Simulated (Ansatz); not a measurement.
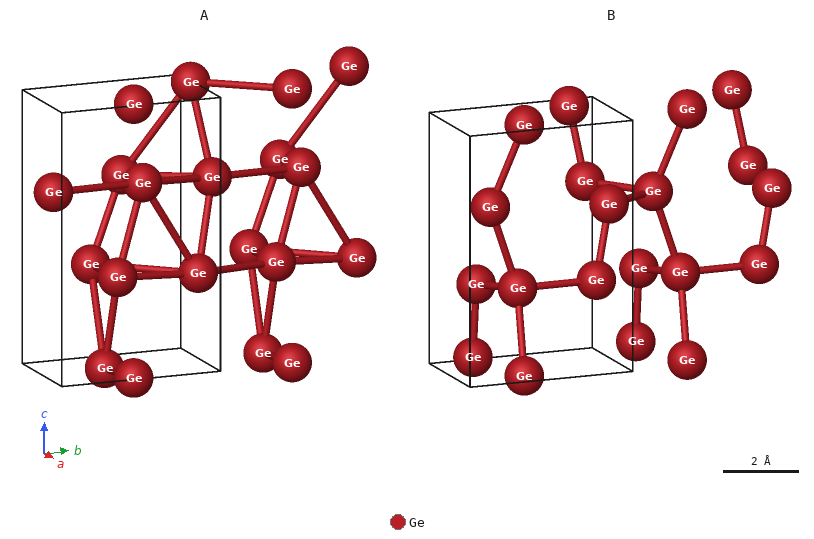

Two geometries of a crystal of Ge (a generated structure, set up in P3_112) (coarse preliminary run), drawn at one scale. One is the start of a relaxation, the other its converged end. A ball-and-stick model of the cell of the calculation, repeated 1 × 2 × 1 with one cell outlined, seen slightly off an axis.

Theory: DFT PBE, scalar-relativistic, plane waves, PAW in Ansatz 0.2.0. Settings: plane-wave cutoff 420 eV; k-point mesh 3 × 3 × 4; occupations gaussian; smearing width 0.1 eV; no spin polarisation; cell and atoms relaxed; force threshold 0.04 eV/Å; at most 70 steps.

**Which geometry has the lower energy?**

Structure A is the relaxed one. Over 14 accepted moves (16 points after the start) the energy falls by 802 meV per atom. Largest force component: 5.3 eV/Å at the start, 0.007 eV/Å at the end. The pressure goes from 22.82 to 0.09 GPa. The line search rejected the trial step at point 13 of the run. At 1 point the geometry stayed and the basis and grid were re-selected for the new cell (energy shift of 0.5 meV per atom at most each time). The largest moves relative to the cell, 1.49 Å, are those of Ge atoms. The volume changes by +3.4 %, with a = b 5.788 → 5.636 Å (−2.6 %), c 6.789 → 7.404 Å (+9.1 %). Near-neighbour distances that change, for instance: Ge–Ge 4.607 → 2.579 Å, Ge–Ge 2.076 → 3.261 Å, Ge–Ge 2.460 → 3.360 Å, Ge–Ge 3.472 → 2.633 Å. New bonds form: Ge–Ge (4.61 → 2.58 Å). Among the angles between lasting bonds that change: Ge–Ge–Ge 96.3° → 69.7°, Ge–Ge–Ge 137.2° → 124.7°. The space group stays P3_112 (No. 151). Cost: 120 s on 1 thread of Intel(R) Xeon(R) 6975P-C (Granite Rapids), on a shared host, peak memory 0.58 GiB.
